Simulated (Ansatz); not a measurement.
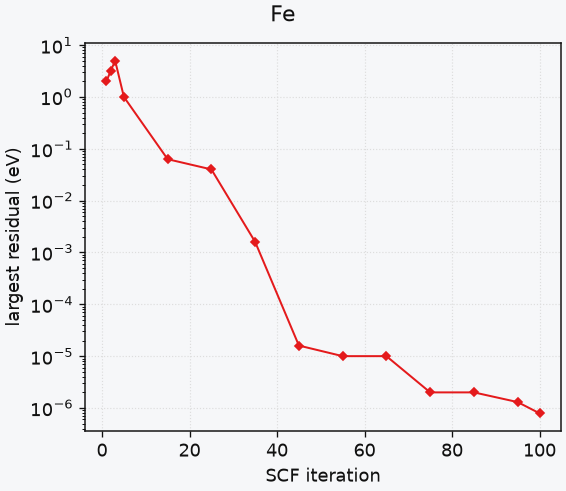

Convergence history. SCF iterations of a calculation: largest residual. Fe (Fm-3m, 4 atoms in the cell); Ansatz development build ahead of 0.2.0, DFT, LDA, PAW (an earlier, harder data set), plane waves, scalar-relativistic; cutoff 844 eV, 3×3×3 k-mesh, Fermi–Dirac smearing of 0.1 eV, non-collinear spins. Setting under test: default search for lower states. Only some iterations were kept.

The run gave up at step 100 without converging. The residual is still falling at the last step (down to 8 × 10⁻⁷). The residual starts near 2 and ends near 8 × 10⁻⁷ eV.
